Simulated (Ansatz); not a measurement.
A series of calculations on Ti

Part 1: Vibrations

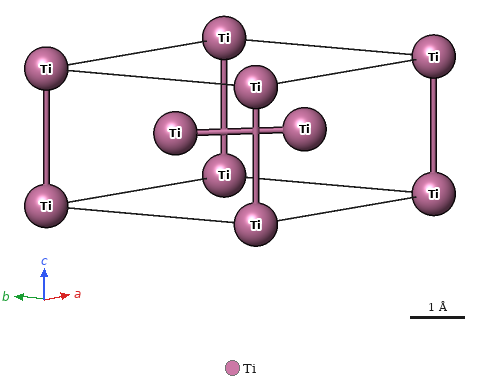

Lattice vibrations of solid Ti relaxed at 35 GPa, space group P6/mmm (No. 191), at the zone centre. Style: ball-and-stick. Shown: the cell of the calculation, from a free direction.

Method: Ansatz, DFT PBEsol, scalar-relativistic, plane waves, PAW.

The input:
```yaml
crystal:
  lattice:
    - [4.2092604417, 0.0, 0.0]
    - [-2.1046302208, 3.6453264736, 0.0]
    - [0.0, 0.0, 2.6252679659]
  atoms:
    - { symbol: Ti, position: [0.0, 0.0, 0.0] }
    - { symbol: Ti, position: [0.3333333333, 0.6666666667, 0.5] }
    - { symbol: Ti, position: [0.6666666667, 0.3333333333, 0.5] }
basis:
  ecutwfc: 420
kpoints:
  mp_grid: { grid: [12, 12, 14] }
hamiltonian:
  xc: pbesol
scf:
  occupations: { method: fermi_dirac, width: 0.15 }
output:
  eigenvalues: true
phonons:
  method: dfpt
  eigenvectors: true
```

Run as
```bash
ansatz run input.yaml --threads 1 --pin off --max-ram 3072MiB --backend cpu --events-out ev --progress --plain --runs-dir out
```

The frequencies depend somewhat on the k-mesh and the smearing.

Q: Which optical modes does it have, at what frequencies, and is it stable there?

A: The calculation's cell holds 3 atoms, so there are 6 optical modes, in 4 levels. The optical modes span B₁g + E₂g + A₂u + E₁u. No level is unstable.

```
level  symmetry  frequency (cm⁻¹)         activity
    1       B₁g               136           silent
    2       E₂g               255     Raman-active
    3       A₂u               265  infrared-active
    4       E₁u               268  infrared-active
```

The crystal is a metal, so free carriers screen the infrared response.

The displacement patterns (one member of each degenerate set):

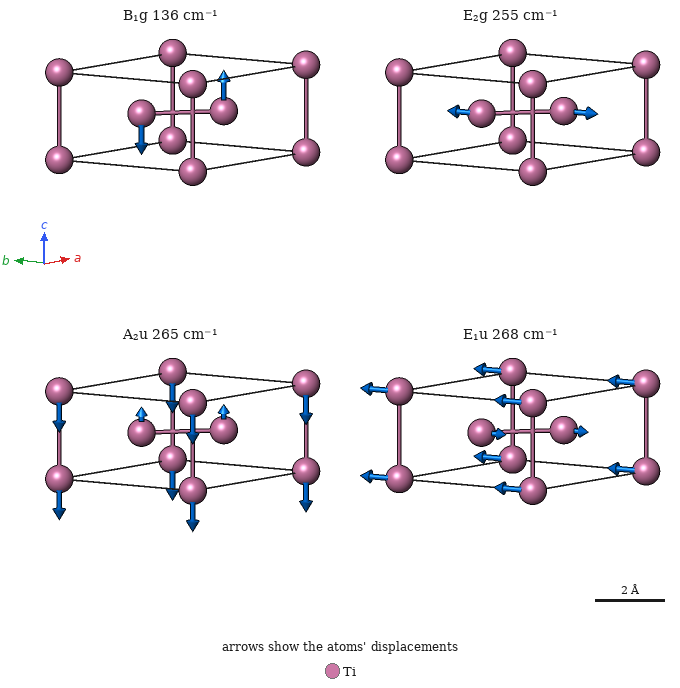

Part 2: Vibrations

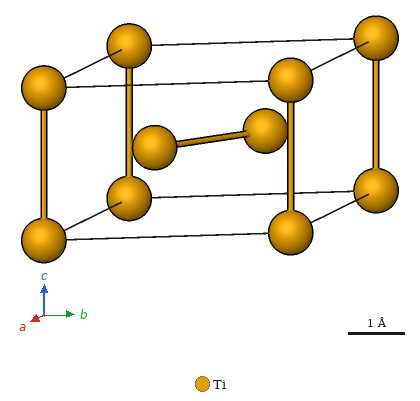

Normal modes of crystalline Ti at 1.02 times its rest volume, at the zone centre. Style: ball-and-stick. Shown: the cell of the calculation, slightly off an axis.

Computed with DFT PBEsol, scalar-relativistic, plane waves, PAW (Ansatz). Set-up: plane-wave cutoff 420 eV; k-point mesh 12 × 12 × 14; occupations fermi dirac; smearing width 0.15 eV; no spin polarisation.

The frequencies depend somewhat on the k-mesh and the smearing.

> Give the spectrum at this point.

The calculation's cell holds 3 atoms, so there are 6 optical modes, in 4 levels. The optical modes span B₁g + E₁u + E₂g + A₂u. No level is unstable.

```tsv
level	symmetry	frequency (cm⁻¹)	activity
1	B₁g	122	silent
2	E₁u	162	infrared-active
3	E₂g	184	Raman-active
4	A₂u	213	infrared-active
```

The crystal is a metal, so free carriers screen the infrared response.

The modes drawn as arrows (one member of each degenerate set):

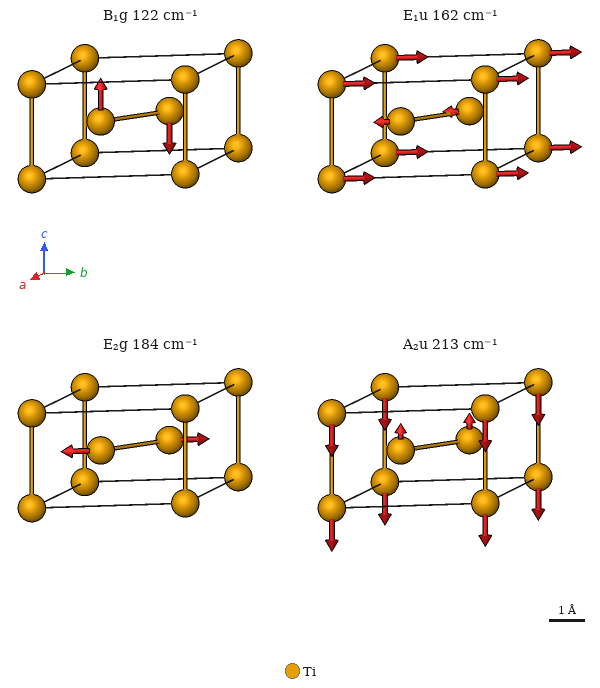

Part 3: One mode

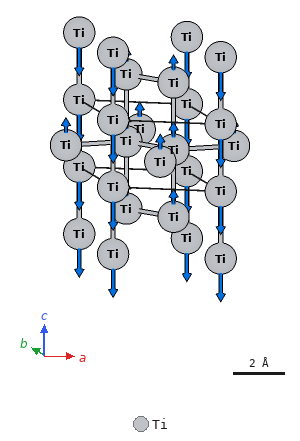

One vibrational mode of crystalline Ti relaxed at 18 GPa at the zone centre. Displacements are drawn as blue arrows; their common scale and sign are arbitrary. Style: ball-and-stick. Shown: the cell of the calculation, slightly off an axis.

The calculation used Ansatz 0.2.0, DFT PBEsol, scalar-relativistic, plane waves, PAW. Settings: plane-wave cutoff 420 eV; k-point mesh 12 × 12 × 14; occupations fermi dirac; smearing width 0.15 eV; target pressure 18 GPa; no spin polarisation.

The frequencies depend somewhat on the k-mesh and the smearing.

Give the symmetry, activity and frequency of this mode.

Answer. This is the A₂u mode at 7.42 THz, the highest optical level, infrared-active by symmetry. The Ti (1a) sublattice moves against the Ti (2d) sublattice, along c. The crystal is a metal, so free carriers screen the infrared response.

Part 4: One mode

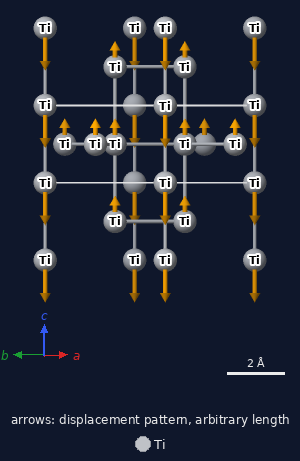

One vibrational mode of a crystal of Ti relaxed at 7 GPa at the zone centre. The orange arrows give the relative displacements of the atoms. The picture is a ball-and-stick view of the cell of the calculation, seen from a free direction.

All numbers below come from DFT PBEsol, scalar-relativistic, plane waves, PAW (Ansatz 0.2.0). Set-up: plane-wave cutoff 420 eV; k-point mesh 12 × 12 × 14; occupations fermi dirac; smearing width 0.15 eV; target pressure 7 GPa; no spin polarisation.

The frequencies depend somewhat on the k-mesh and the smearing.

### Describe the mode and give its frequency.

This is the A₂u mode at 231 cm⁻¹, the highest optical level, infrared-active by symmetry. The Ti (1a) sublattice moves against the Ti (2d) sublattice, along c. The crystal is a metal, so free carriers screen the infrared response.

Part 5: Softest mode

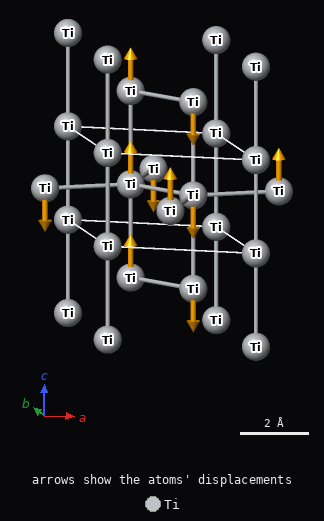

The lowest optical mode of a crystal of Ti, space group P6/mmm (No. 191), at the zone centre. The orange arrows give the relative displacements of the atoms. Style: ball-and-stick. Shown: the cell of the calculation, slightly off an axis.

Level of theory: DFT PBEsol, scalar-relativistic, plane waves, PAW in Ansatz. Set-up: plane-wave cutoff 420 eV; k-point mesh 12 × 12 × 14; occupations fermi dirac; smearing width 0.15 eV; no spin polarisation.

The frequencies depend somewhat on the k-mesh and the smearing.

> Is this crystal at a minimum with respect to the drawn distortion?

Yes: this softest mode has a real frequency, and so have all others here. That speaks for this wave vector alone: the rest of the zone wasn't checked in this run. This is the B₁g mode at 3.72 THz, the lowest optical level, silent by symmetry (neither infrared- nor Raman-active). The Ti (1a) atoms stay at rest; all motion is along c; atoms of one kind move against one another, with no net shift of their sublattice.

Part 6: Softest mode

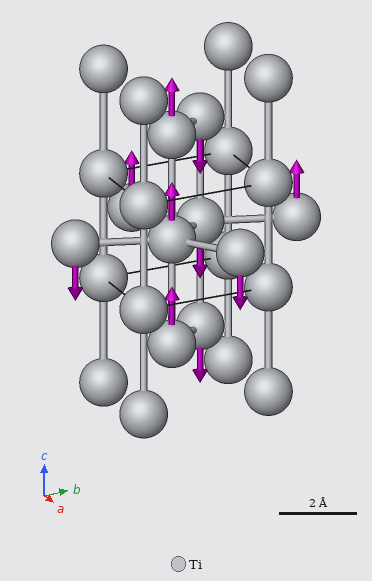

The lowest optical mode of crystalline Ti at 0.98 times its rest volume, space group P6/mmm (No. 191), at the zone centre. Displacements are drawn as purple arrows; their common scale and sign are arbitrary. The picture is a ball-and-stick view of the cell of the calculation, seen slightly off an axis.

Level of theory: Ansatz 0.2.0, DFT PBEsol, scalar-relativistic, plane waves, PAW.

Input file:
```yaml
crystal:
  lattice:
    - [4.4919314587, 0.0, 0.0]
    - [-2.2459657293, 3.8901267553, 0.0]
    - [0.0, 0.0, 2.7794537743]
  atoms:
    - { symbol: Ti, position: [0.0, 0.0, 0.0] }
    - { symbol: Ti, position: [0.3333333333, 0.6666666667, 0.5] }
    - { symbol: Ti, position: [0.6666666667, 0.3333333333, 0.5] }
basis:
  ecutwfc: 420
kpoints:
  mp_grid: { grid: [12, 12, 14] }
hamiltonian:
  xc: pbesol
scf:
  occupations: { method: fermi_dirac, width: 0.15 }
output:
  eigenvalues: true
phonons:
  method: dfpt
  eigenvectors: true
```

Launched with:
```bash
ansatz run input.yaml --threads 1 --pin off --max-ram 3072MiB --backend cpu --events-out ev --progress --plain --runs-dir out
```

The frequencies depend somewhat on the k-mesh and the smearing.

Q: Is this crystal at a minimum with respect to the drawn distortion?

A: Yes: this softest mode has a real frequency, and so have all others here. That speaks for this wave vector alone: the rest of the zone wasn't checked in this run. This is the B₁g mode at 3.79 THz, the lowest optical level, silent by symmetry (neither infrared- nor Raman-active). The Ti (1a) atoms stay at rest; all motion is along c; atoms of one kind move against one another, with no net shift of their sublattice.
